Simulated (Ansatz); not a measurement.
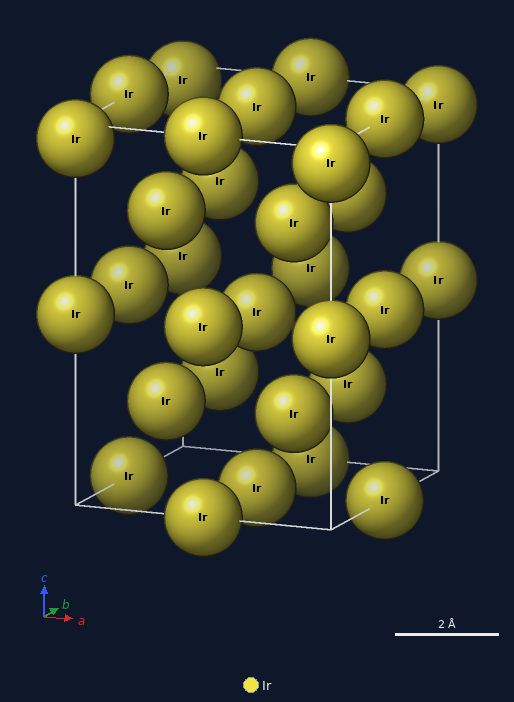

Figure 1. The structure as given in the input (spheres-only view of the cell 2 times as large as that of the calculation, set on its symmetry axes, seen slightly off an axis). An atom can appear more than once, as a periodic image.

# Single-point calculation, with input and output: Ir

The run: single-point calculation of Ir (I4mm, 8 atoms in the cell). Method and program: DFT PBEsol, scalar-relativistic, plane waves, PAW, no spin polarisation (Ansatz 0.2.0).

The structure derives from an entry of the Crystallography Open Database. It belongs to a series of runs on one base structure; here: atom 1 (Ir) moved -0.300 A along Cartesian [0 1 0]. Figures and captions count atoms from 1; the log counts them from 0 in places.

Input
```yaml
crystal:
  lattice:
    - [-3.8302304141, 3.8302304141, 0.0]
    - [-3.8302304141, 0.0, 3.8302304141]
    - [0.0, 3.8302304141, 3.8302304141]
  atoms:
    - { symbol: Ir, position: [-0.0391621349, 0.0391621349, -0.0391621349] }
    - { symbol: Ir, position: [0.5, 0.0, 0.0] }
    - { symbol: Ir, position: [0.0, 0.5, 0.0] }
    - { symbol: Ir, position: [0.0, 0.0, 0.5] }
    - { symbol: Ir, position: [0.5, 0.5, 0.0] }
    - { symbol: Ir, position: [0.5, 0.0, 0.5] }
    - { symbol: Ir, position: [0.0, 0.5, 0.5] }
    - { symbol: Ir, position: [0.5, 0.5, 0.5] }
basis:
  ecutwfc: 420
kpoints:
  mp_grid: { grid: [14, 14, 14] }
hamiltonian:
  xc: pbesol
scf:
  occupations: { method: gaussian, width: 0.15 }
output:
  forces: true
  stress: true
  eigenvalues: true
  write_density: true
  write_potential: true
  elf: true
  volumetric_format: npy
```

Machine: 1 thread of Intel Xeon @ 2.50GHz (Skylake/Cascade Lake), 189 GiB of memory available, shared host.

Launched with:
```bash
ansatz run input.yaml --threads 1 --pin off --max-ram 2560MiB --backend cpu --events-out ev --progress --plain --runs-dir out
```

The program's output
```
Engine: ansatz 0.2.0, x86_64-unknown-linux-gnu
Pseudopotentials: kind: paw
Pseudopotential: Ir, paw, valence charge 17, recommended cutoff 420 eV (normal), Ir.paw.azcp
Functional definition: PBEsol
  exchange = pbesol_x
  correlation = pbesol_c
Crystal: 8 atoms, lattice volume = 112.384 Å³
Basis set: ecut = 420 eV, 2133 PW (Γ), exchange–correlation on 80×80×80 points (8 copies of the dense FFT grid, shifted against one another)
Bands: 82, of which v1, the nominal top of the filled ones, is band 68 counted from 1 (67 counted from 0)
Symmetry: 8 space group operations
Space group: I4mm (ITA 107), of the structure as read, at distance tolerance 4.8e-5 Å
k-points: 244 of 2744 (time reversal used)
Non-local potential: Ir, projectors of the file, l = 0: 3, l = 1: 2, l = 2: 2, l = 3: 1
PAW form: soft (Blöchl's): semilocal exchange-correlation on the pseudo side does not see the compensation charge
PAW frozen core: Ir, regenerated for the run's functional, and the local potential with it (the file was generated under x = pbe(κ = 0.804, μ = 0.2195149727645171), c = pbe(β = 0.06672455060314922))
PAW one-centre angular grid: Ir, 590 points (default); XC on 64 Gauss nodes
Initial density: superposition of atomic densities (neutral atoms: chi_scale 0, normalization atom), corrected by the library's trained network
Initial wavefunctions: pseudopotential atomic-orbital guess
Functional: x = pbesol(κ = 0.804, μ = 0.12345679012345678), c = pbesol(β = 0.046)
SCF iter   1: F=—  HF=-94391.613159 eV  |F-HF|=—  |Δ(HF+E_count)|=         —  Δρ=7.14e-3  dr2=3.03e-2  ethr=1.77e-3  ⟨swp⟩=5.1  Hψ=64349  notcnv=0  defer=88
preconditioner: auto → Kerker (q_TF=auto, 2.816 Å⁻¹)  [metal: Δε(μ)=0.004 eV  Ē_g=7.294 eV  σ=0.150 eV  W_gap=0.02  n_scr=50 (ndim 8)  ℏωp=29.7 eV  f_vac=0.000  D(μ)=7.20/eV (n_scr^D=64)]
SCF iter   2: F=—  HF=-94391.614144 eV  |F-HF|=—  |Δ(HF+E_count)|=   9.85e-4  Δρ=3.90e-3  dr2=8.84e-3  ethr=2.23e-5  ⟨swp⟩=2.0  Hψ=28412  notcnv=0  defer=87
SCF iter   3: F=—  HF=-94391.613376 eV  |F-HF|=—  |Δ(HF+E_count)|=   7.68e-4  Δρ=3.75e-4  dr2=1.55e-4  ethr=6.50e-6  ⟨swp⟩=2.0  Hψ=27501  notcnv=0  defer=87
SCF iter   4: F=—  HF=-94391.613361 eV  |F-HF|=—  |Δ(HF+E_count)|=   1.49e-5  Δρ=7.27e-5  dr2=9.69e-6  ethr=1.14e-7  ⟨swp⟩=2.0  Hψ=27573  notcnv=0  defer=87
SCF iter   5: F=—  HF=-94391.613352 eV  |F-HF|=—  |Δ(HF+E_count)|=   9.17e-6  Δρ=2.23e-5  dr2=7.41e-7  ethr=7.13e-9  ⟨swp⟩=2.0  Hψ=27655  notcnv=0  defer=87
SCF iter   6: F=-94391.613352 eV  HF=-94391.613352 eV  |F-HF|=1.54e-8  |Δ(HF+E_count)|=   1.72e-7  Δρ=4.38e-6  dr2=2.74e-8  ethr=7.35e-11  ⟨swp⟩=11.8  Hψ=122780  notcnv=0
SCF 1 converged in 6 iterations: F = -94391.613352 eV  dr2 = 2.74e-8
  greatest PAW one-centre occupation: 1.000 electrons in one spin orbital (limit 2), on the Ir atom at site 0 (counted from 0), in its partial waves of l = 0
SCF converged after 6 iterations
Free energy (F): -94391.613352 eV
Harris-Foulkes:  -94391.613352 eV  (|F-HF|=1.54e-8)
Internal energy: -94391.531432 eV  (E = F + TS)
E sigma→0 (E₀):  -94391.572392 eV
Entropy (-TS):   -0.081919 eV (-10.240 meV/atom)
Fermi energy:    25.902377 eV
--- Per-component energies (eV) ---
  E_band       = -659.451616
  E_kinetic    = 4991.386735
  E_local      = -8560.591661  (includes V_loc(G=0)·N_el)
  E_nonlocal   = 607.420573
  E_hartree    = 3289.909070
  E_xc         = -2134.327473
  E_vxc        = -2400.647077  (∫ρ·V_xc dr)
  E_paw        = -72710.424018  (= ΣΔE_a)
  E_vpaw       = -1876.834412  (= ΣTr[D̂ρ^β])
  E_aug_tail   = 0.000419  (compensation charges beyond the density's cutoff)
  E_ewald      = -19877.027357
  E_core_change = 2.122278  (= ΣΔE_core)
  E_smearing   = -0.081919  (= −TS)
  E_closure    = -0.000000  (closes the sum)
  Σ components = -94391.613352   (vs F -94391.613352, Δ=0.00e0)
--- Forces (eV/Å), atoms counted from 1 ---
  atom   1  Ir    -0.00000000     4.85916540     0.00000000
  atom   2  Ir     1.17293900    -1.07765818     0.00000000
  atom   3  Ir    -0.00000000    -0.17204534     0.00000000
  atom   4  Ir     0.00000000    -1.07765818    -1.17293900
  atom   5  Ir     0.00000000    -1.07765818     1.17293900
  atom   6  Ir     0.00000000    -0.17204534    -0.00000000
  atom   7  Ir    -1.17293900    -1.07765818     0.00000000
  atom   8  Ir    -0.00000000    -0.20444569     0.00000000
  max |Σ_I F_I| component: 3.70e-6 eV/Å
--- Stress (GPa, compression-positive) ---
        3.643450       0.000000       0.000000
        0.000000       6.394737       0.000000
        0.000000       0.000000       3.643450
  P = ⅓ Tr σ = 4.5605 GPa (45.605 kbar)
--- Band table (eV; the first three rows and the last of 244) ---
  k-point 0: bands = ["-67.1303", "-67.0040", "-66.9737", "-66.9737", "-66.9511", "-66.9312", "-66.9200", "-66.8976", "-24.4112", "-24.3954", "-24.3954", "-24.2794", "-24.2358", "-24.2358", "-24.2248", "-23.8228", "-23.8228", "-23.7912", "-23.7776", "-23.7626", "-23.7626", "-23.6181", "-23.6010", "-23.6010", "-23.5937", "-23.5802", "-23.5739", "-23.5739", "-23.5650", "-23.4665", "-23.4665", "-23.4609", "14.6259", "17.6234", "17.6567", "17.6567", "17.6612", "17.7832", "17.8550", "17.8753", "18.3600", "18.4520", "18.4520", "21.5631", "21.5631", "21.5697", "21.8482", "21.8809", "21.8880", "21.8880", "21.9391", "21.9391", "21.9808", "22.0565", "24.5240", "24.7009", "24.9662", "24.9917", "24.9917", "25.0551", "25.9524", "26.7356", "26.7356", "26.7703", "26.7891", "26.7935", "26.8178", "26.8297", "26.8378", "26.8378", "26.9487", "27.2877", "27.3369", "27.3369", "27.3679", "27.4332", "27.4332", "27.5396", "27.5396", "28.1297", "33.0155", "33.0968"]
  k-point 1: bands = ["-67.1300", "-67.0037", "-66.9739", "-66.9734", "-66.9514", "-66.9312", "-66.9202", "-66.8977", "-24.4077", "-24.3913", "-24.3891", "-24.2736", "-24.2308", "-24.2301", "-24.2196", "-23.8280", "-23.8242", "-23.7906", "-23.7801", "-23.7618", "-23.7600", "-23.6230", "-23.6067", "-23.6005", "-23.5960", "-23.5843", "-23.5759", "-23.5746", "-23.5668", "-23.4754", "-23.4679", "-23.4635", "14.6838", "17.6407", "17.6809", "17.7043", "17.7084", "17.8251", "17.8940", "17.9149", "18.3923", "18.4868", "18.4894", "21.5314", "21.5498", "21.5993", "21.8370", "21.8501", "21.8792", "21.9185", "21.9212", "21.9704", "22.0268", "22.0687", "24.5020", "24.5722", "24.6727", "24.7383", "24.7769", "24.8853", "25.8966", "26.5975", "26.6043", "26.6752", "26.6971", "26.7139", "26.7559", "26.7915", "26.8095", "26.8639", "26.9804", "27.0119", "27.1143", "27.1257", "27.3293", "27.3346", "27.3812", "28.1755", "28.2060", "28.4796", "33.0409", "33.1061"]
  k-point 2: bands = ["-67.1294", "-67.0026", "-66.9745", "-66.9726", "-66.9522", "-66.9311", "-66.9208", "-66.8982", "-24.3974", "-24.3795", "-24.3712", "-24.2570", "-24.2166", "-24.2136", "-24.2043", "-23.8429", "-23.8299", "-23.7875", "-23.7842", "-23.7582", "-23.7549", "-23.6376", "-23.6245", "-23.6061", "-23.5975", "-23.5945", "-23.5841", "-23.5796", "-23.5653", "-23.5043", "-23.4719", "-23.4678", "14.8549", "17.6504", "17.7911", "17.8397", "17.8427", "17.9496", "18.0076", "18.0295", "18.4898", "18.5926", "18.6039", "21.4238", "21.4748", "21.6653", "21.7017", "21.7854", "21.8954", "21.9823", "22.0121", "22.0801", "22.0953", "22.1568", "23.9385", "24.1702", "24.1729", "24.3774", "24.4545", "24.6144", "25.5066", "25.7657", "25.7695", "26.4228", "26.4817", "26.4856", "26.5973", "26.6137", "26.7363", "26.7966", "26.8628", "27.1754", "27.1961", "27.2587", "27.5095", "27.6642", "27.7646", "28.7742", "28.8258", "28.9879", "33.0693", "33.1355"]
  k-point 243: bands = ["-67.1249", "-66.9904", "-66.9738", "-66.9738", "-66.9510", "-66.9382", "-66.9313", "-66.8984", "-24.2627", "-24.2541", "-24.2541", "-24.0661", "-23.9983", "-23.9983", "-23.9730", "-23.9730", "-23.9149", "-23.8180", "-23.8176", "-23.8176", "-23.7990", "-23.7836", "-23.7575", "-23.7431", "-23.6734", "-23.6734", "-23.6189", "-23.5976", "-23.5976", "-23.5943", "-23.5583", "-23.5583", "17.4687", "17.7392", "19.1567", "19.2959", "19.3129", "19.3129", "19.5052", "19.5555", "19.7509", "20.1774", "20.5135", "20.5135", "20.6663", "20.9089", "20.9089", "20.9285", "21.0932", "21.0932", "21.2986", "21.3735", "21.4825", "21.4825", "22.4866", "22.6535", "23.0922", "23.0922", "23.2342", "23.4434", "23.7997", "23.7997", "24.1625", "24.1866", "24.1866", "24.3032", "24.4711", "24.6142", "24.6142", "24.6639", "25.5055", "26.0838", "27.2899", "27.3733", "28.7180", "28.7326", "28.7641", "28.7641", "33.9398", "34.1129", "34.5558", "34.5558"]
```

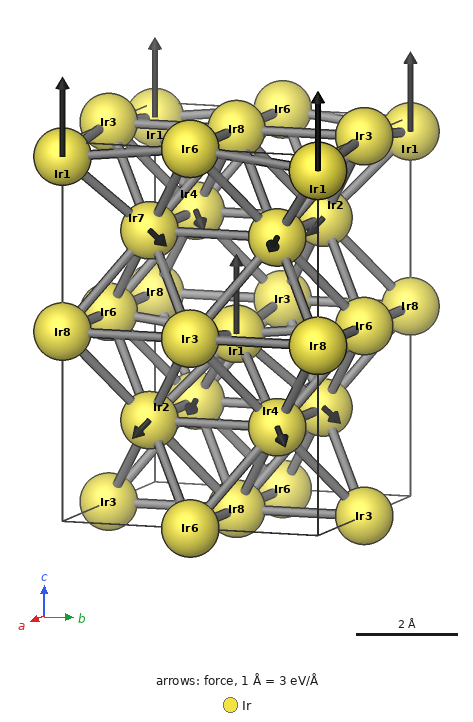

Figure 2. Forces on the atoms as black arrows (ball-and-stick view of the cell 2 times as large as that of the calculation, set on its symmetry axes, seen slightly off an axis; atoms are numbered from 1 in the order of the input); the smallest are left out. The largest act on Ir1 (4.86 eV/Å); Ir2, Ir4, Ir5, Ir7 (1.59 eV/Å). The geometry is not a stationary point of this energy.

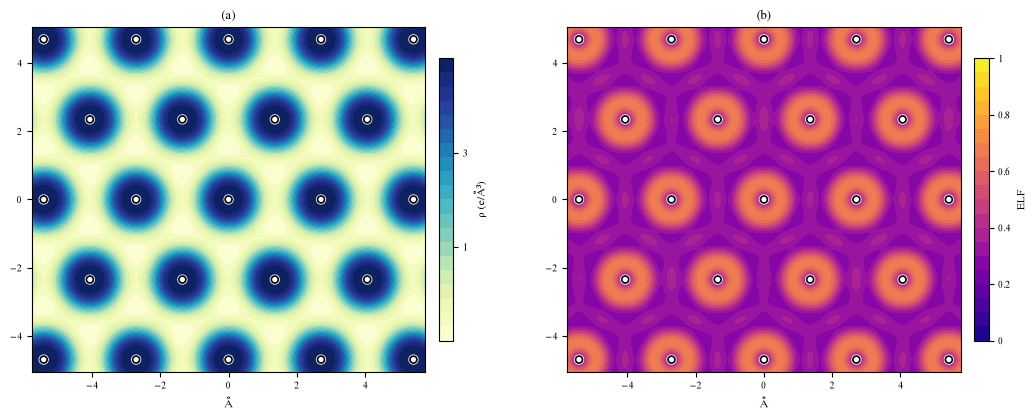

Figure 3. (a) valence pseudo-density; (b) ELF on the (101) plane of the conventional cell. Circles mark the nuclei in the plane (Ir). Atoms in the plane: Ir. Ir–Ir (2.71 Å): the density is about 0.45 e/Å³ at the midpoint; the ELF is about 0.35 at the midpoint, which marks metallic bonding. Away from the nuclei the density in this plane falls to 0.33 e/Å³ at its lowest. The strong features right at Ir lie inside the PAW spheres (semicore, d or f shells) and say nothing about bonding. In a PAW calculation such maps are meaningful between the atoms, not at the nuclei.

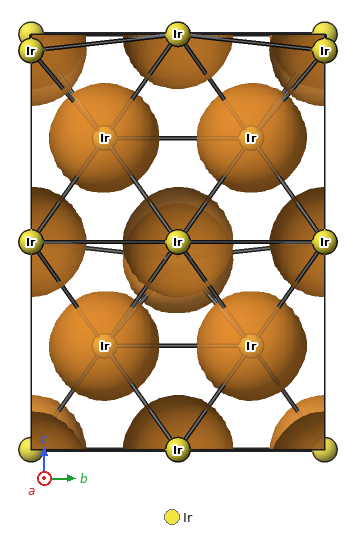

Figure 4. Isosurface of the valence charge density (pseudo) at 0.8 e/Å³ (orange), seen along the a axis. Sticks mark near contacts. The outline is the cell set on symmetry axes. At this value the density breaks into separate islands; it holds about 75 % of the electrons treated as valence (semicore included). It is pinched off along the Ir–Ir (2.51 Å) and Ir–Ir (2.71 Å) contacts. On the grid the lowest density along these lines, outside the cores, is 0.67 e/Å³ (Ir–Ir, 2.51 Å) and 0.45 e/Å³ (Ir–Ir, 2.71 Å).

Summary

```csv
quantity,value
outcome,converged
space group (tolerance 0.01 Å),I4mm (107)
electrons treated,136
free energy,−94391.6134 eV
Fermi energy,25.902 eV
gap on the k-point mesh,none (metallic)
pressure,4.56 GPa
largest force (length of the vector),4.859 eV/Å
wall time,6.3 min
peak memory,1.6 GiB
```

Notes

Spin–orbit coupling is left out, which matters for Ir.
